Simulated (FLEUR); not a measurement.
System: In, space group I4/mmm (No. 139).

Starting cell:
```yaml
crystal:
  lattice:
    - [-1.62547, 1.62547, 2.47370]
    - [1.62547, -1.62547, 2.47370]
    - [1.62547, 1.62547, -2.47370]
  atoms:
    - { symbol: In, position: [0.00000, 0.00000, 0.00000] }
```

Calculation (FLEUR MaX-R8.1 (later development tree)): all-electron LAPW DFT, no spin polarisation; energies at scaled volumes of the given cell, shape and fractions fixed, counted from the fit's minimum, third-order Birch-Murnaghan fit. Level: r2SCAN.

k mesh 11×11×11; occupations Fermi–Dirac; smearing width 0.05 eV; potentials all electron; program settings basis FLAPW, kmax 4.1 1/bohr.

What does the calculation give for the energy against volume? The volume takes the values 24.57, 25.10, 26.14, 27.19, 27.71 Å³/atom.

A third-order Birch–Murnaghan fit gives V0 = 26.32 Å³/atom, B0 = 41.6 GPa and B′ = 5.1. The energy is 17.33 meV/atom at volume 24.57 Å³/atom and 8.57 meV/atom at 27.71 Å³/atom; the lowest computed point is at volume 26.14 Å³/atom (0.16 meV/atom), and no other minimum shows.

```
volume (Å³/atom)  energy (meV/atom)
           24.57              17.33
           25.10               8.16
           26.14               0.16
           27.19               3.47
           27.71               8.57
```

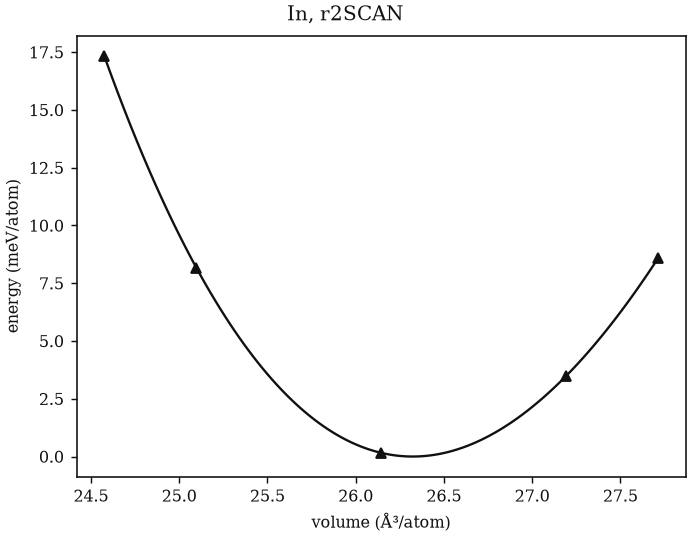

Keep in mind: shape and atomic fractions are frozen while scaling, which makes layered, chain and framework solids too stiff.
